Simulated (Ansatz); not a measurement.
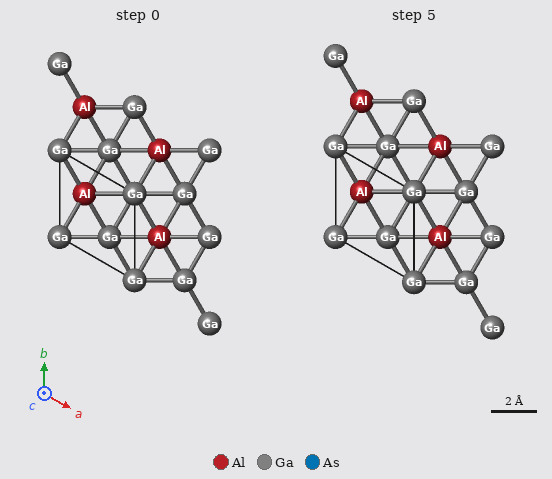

The structure of crystalline AlGa2As3 (a generated structure, set up in P3m1) (coarse preliminary run) before (left) and after (right) a relaxation, at one scale.

Style: ball-and-stick. Shown: the cell of the calculation, repeated 2 × 2 × 1 with one cell outlined, along the c axis.

The calculation used DFT PBE, scalar-relativistic, plane waves, PAW (Ansatz).

The input:
```yaml
crystal:
  lattice:
    - [3.8843796, 0.0, 0.0]
    - [-1.9421898, 3.36397141, 0.0]
    - [0.0, 0.0, 9.51474799]
  atoms:
    - { symbol: Al, position: [0.33333333, 0.66666667, 0.66666667] }
    - { symbol: Ga, position: [0.0, 0.0, 0.0] }
    - { symbol: Ga, position: [0.66666667, 0.33333333, 0.33333333] }
    - { symbol: As, position: [0.66666667, 0.33333333, 0.08333333] }
    - { symbol: As, position: [0.33333333, 0.66666667, 0.41666667] }
    - { symbol: As, position: [0.0, 0.0, 0.75] }
basis:
  ecutwfc: 420
kpoints:
  mp_grid: { grid: [6, 6, 2] }
hamiltonian:
  xc: pbe
scf:
  occupations: { method: gaussian, width: 0.1 }
  lower_state_search: "off"
output:
  forces: true
  stress: true
  eigenvalues: true
relax:
  adjacent_minimum: "off"
  f_tol: 0.04
  max_steps: 70
  cell: { stress_tol: 0.4 }
```

Launched with:
```bash
ansatz run input.yaml --threads 1 --pin off --max-ram 2560MiB --backend cpu --events-out ev --progress --plain --runs-dir out
```

**Summarise the run.**

The atom that moves furthest relative to the cell is As6 (0.011 Å along −c). By element the largest moves are As 0.011 Å, Al 0.006 Å, Ga 0.001 Å. The drawn cell changes as follows: a = b 3.884 → 4.061 Å (+4.6 %), c 9.515 → 9.921 Å (+4.3 %); the volume changes by +14.0 %. Some distances before and after: Ga2–As4 2.379 → 2.486 Å, Ga3–As4 2.379 → 2.482 Å, Al1–As5 2.379 → 2.480 Å. The space group stays P3m1 (No. 156). The energy falls by 90.0 meV per atom in 3 accepted moves (5 points after the start). The largest force component goes from 0.11 to 0.0065 eV/Å. The pressure goes from 11.18 to 0.02 GPa. At 2 points the geometry stayed and the basis and grid were re-selected for the new cell (energy shift of 0.8 meV per atom at most each time).
